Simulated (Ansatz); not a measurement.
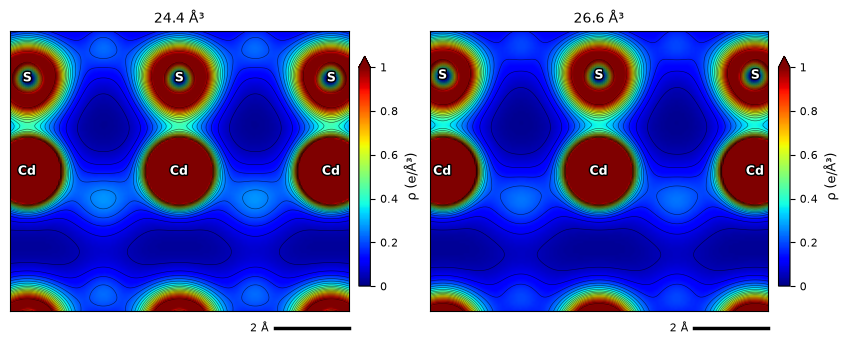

CdS. The valence electron density of cells scaled evenly to different volumes (given per atom above each panel), on the (100) plane of each (indices in the axes of the cell below), at one length scale and on one colour scale.

A structure from a database of computed crystals, not necessarily the ambient phase.

All numbers below come from DFT PBE, scalar-relativistic, plane waves, PAW (Ansatz 0.2.0).

The largest cell:

```
CELL_PARAMETERS angstrom
4.22415 0.00000 0.00000
-2.11208 3.65823 0.00000
0.00000 0.00000 6.87477
ATOMIC_POSITIONS crystal
Cd 0.66667 0.33333 0.50022
Cd 0.33333 0.66667 0.00022
S 0.66667 0.33333 0.87678
S 0.33333 0.66667 0.37678
```

| volume (Å³/atom) | Cd–S contact in the plane (Å) | ρ at its midpoint (e/Å³) | pressure (GPa) | gap on the mesh (eV) | 
| --- | --- | --- | --- | --- |
| 24.41 | 2.516 | 0.429 | 4.0 | 1.26 | 
| 25.55 | 2.555 | ? | ? | ? | 
| 26.56 | 2.589 | 0.377 | −1.0 | 1.06 | 

What values belong in the row with question marks?

Answer. Over the known rows ln ρ falls by 1.77 per Å of Cd–S distance (the line through the two), which gives 0.400 e/Å³ at 2.555 Å; the calculation gives 0.401 e/Å³. For the pressure, a straight line in volume between the neighbouring rows gives 1.3 GPa; the calculation gives 1.0, lower because pressure rises ever faster on compression. For the gap on the mesh, a straight line in volume between the neighbouring rows gives 1.15 eV; the calculation gives 1.16.
